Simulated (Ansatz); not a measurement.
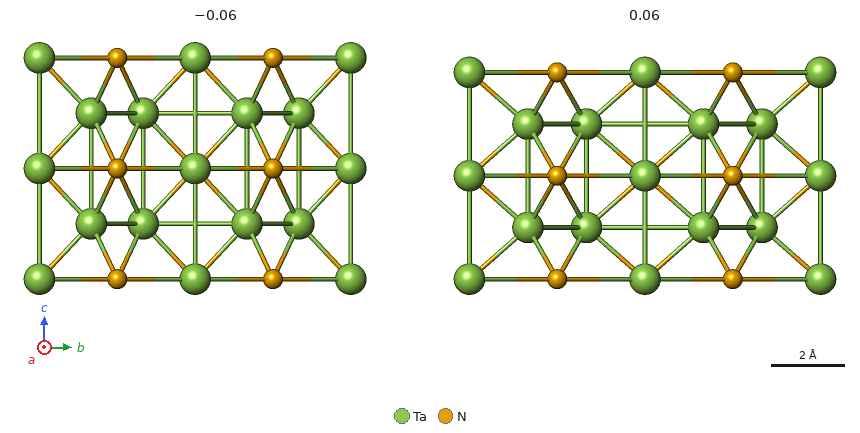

Solid TaN (set up in P6/mmm), under biaxial strain in the a–b plane (c relaxed, atoms fixed by symmetry), with energies (extrapolated to zero smearing) counted from the relaxed crystal, which is the row at zero. The picture shows the first and the last member. A ball-and-stick model of the cell of the calculation, repeated 1 × 2 × 2 with one cell outlined, seen along the a axis.

Computed with Ansatz 0.2.0: DFT r2SCAN, scalar-relativistic, plane waves, PAW. Set-up: plane-wave cutoff 500 eV; k-point mesh 12 × 12 × 12; occupations gaussian; smearing width 0.1 eV; no spin polarisation; force threshold 0.008 eV/Å.

```csv
strain,energy (meV/atom),a (Å),c (Å)
−0.06,137.94,4.925,3.031
−0.04,61.80,5.030,2.980
−0.02,15.37,5.134,2.938
0.0,0.00,5.239,2.905
0.02,14.58,5.344,2.877
0.04,?,?,?
0.06,123.35,5.554,2.832
```

**Estimate the missing row from the others, and compare with the calculation.**

A parabola through three neighbouring rows (0.0, 0.02, 0.06) gives, with Lagrange weights, (−0.3333)(0.00) + (1.0000)(14.58) + (0.3333)(123.35) = 55.69 meV/atom. The calculation gives 56.66 meV/atom (a = 5.449 Å, c = 2.853 Å). The estimate is 0.97 meV/atom too low. From the first member to the last: Ta–Ta 2.843 → 3.206 Å, N–Ta 2.462 → 2.777 Å, Ta–Ta 3.222 → 3.505 Å.

The whole series:

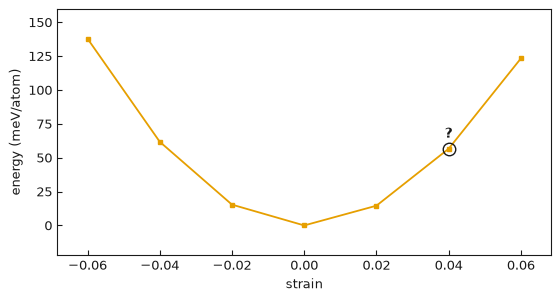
